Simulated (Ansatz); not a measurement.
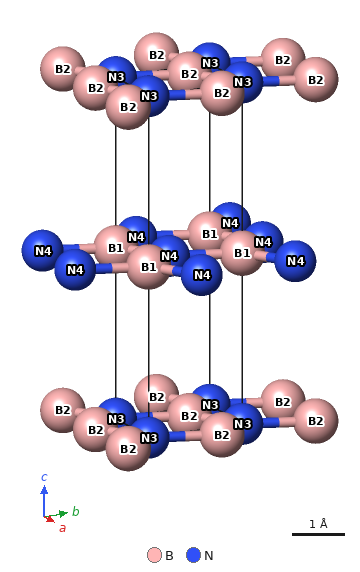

Crystalline BN (set up in P-6m2), before the relaxation. Style: ball-and-stick. Shown: the cell of the calculation, slightly off an axis.

Case: volume × 1.03, shape and atoms relaxed.

The calculation used Ansatz, DFT PBE+D3(BJ), scalar-relativistic, plane waves, PAW.

Input file:
```yaml
crystal:
  lattice:
    - [2.5309379707, 0.0, 0.0]
    - [-1.2654689853, 2.191856578, 0.0]
    - [0.0, 0.0, 6.6626813719]
  atoms:
    - { symbol: B, position: [0.0, 0.0, 0.5] }
    - { symbol: B, position: [0.3333333333, 0.6666666667, 0.0] }
    - { symbol: "N", position: [0.0, 0.0, 0.0] }
    - { symbol: "N", position: [0.6666666667, 0.3333333333, 0.5] }
basis:
  ecutwfc: 420
kpoints:
  mp_grid: { grid: [12, 12, 4] }
hamiltonian:
  xc: pbe
  dispersion: d3bj
scf:
  occupations: { method: gaussian, width: 0.02 }
output:
  forces: true
  stress: true
  eigenvalues: true
relax:
  adjacent_minimum: "off"
  f_tol: 0.01
  max_steps: 30
  cell: { stress_tol: 0.1, fix: [volume] }
```

Run as
```bash
ansatz run input.yaml --threads 1 --pin off --max-ram 2560MiB --backend cpu --events-out ev --progress --plain --runs-dir out
```

What does the optimiser find from here?

Answer. The atoms keep their places relative to the cell (all moves are under 0.005 Å). The drawn cell changes at constant volume: a = b 2.531 → 2.508 Å (−0.9 %), c 6.663 → 6.785 Å (+1.8 %). Some distances before and after: B1–N4 1.461 → 1.448 Å. The space group stays P-6m2 (No. 187). After 3 accepted moves (5 points after the start) the energy has fallen by 20.7 meV per cell of the calculation. All forces vanish by symmetry, so only the cell relaxes. Pressure: −6.81 GPa at the start and −0.71 GPa at the end. The SCF was repeated twice at an unchanged geometry on a basis and grid sized afresh for the cell, which shifted the energy by 0.8 meV per cell of the calculation at most. Cost: 17 s on 1 thread of Arm Neoverse V1, on a shared host, peak memory 0.32 GiB.

After the run, drawn alike:

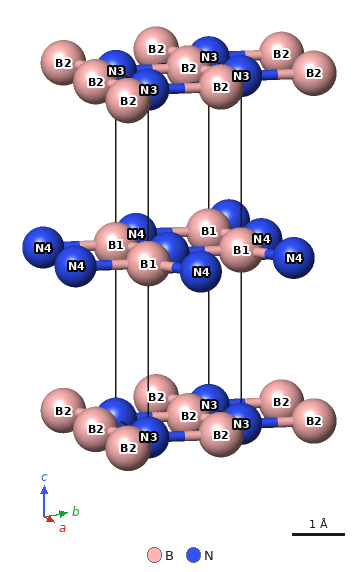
